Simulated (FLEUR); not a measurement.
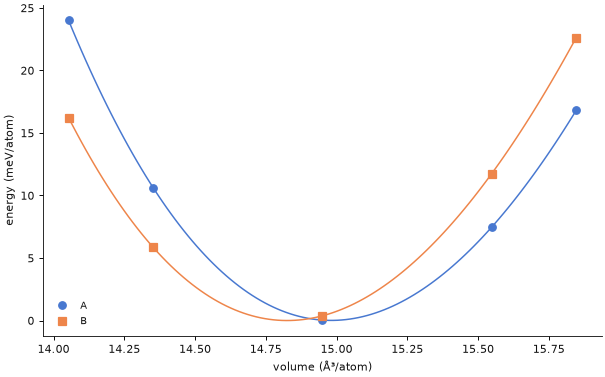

The plot gives the computed energy against volume, with one curve for each functional, for Si (space group I4_1/amd). The labels are replaced by letters. In alphabetical order the cases are: LDA; SCAN.

Method: all-electron LAPW DFT, no spin polarisation; energies at scaled volumes of the given cell, shape and fractions fixed, counted from the fit's minimum, third-order Birch-Murnaghan fit (FLEUR MaX-R8.1 (later development tree)). All runs: no spin polarisation.

```json
{"setting": "k mesh", "value": "11×11×11"}
{"setting": "occupations", "value": "Fermi–Dirac"}
{"setting": "smearing width", "value": "0.05 eV"}
{"setting": "potentials", "value": "all electron"}
```

### Which letter stands for which functional?

A: SCAN; B: LDA.

Limits of the calculation: shape and atomic fractions are frozen while scaling, which makes layered, chain and framework solids too stiff.
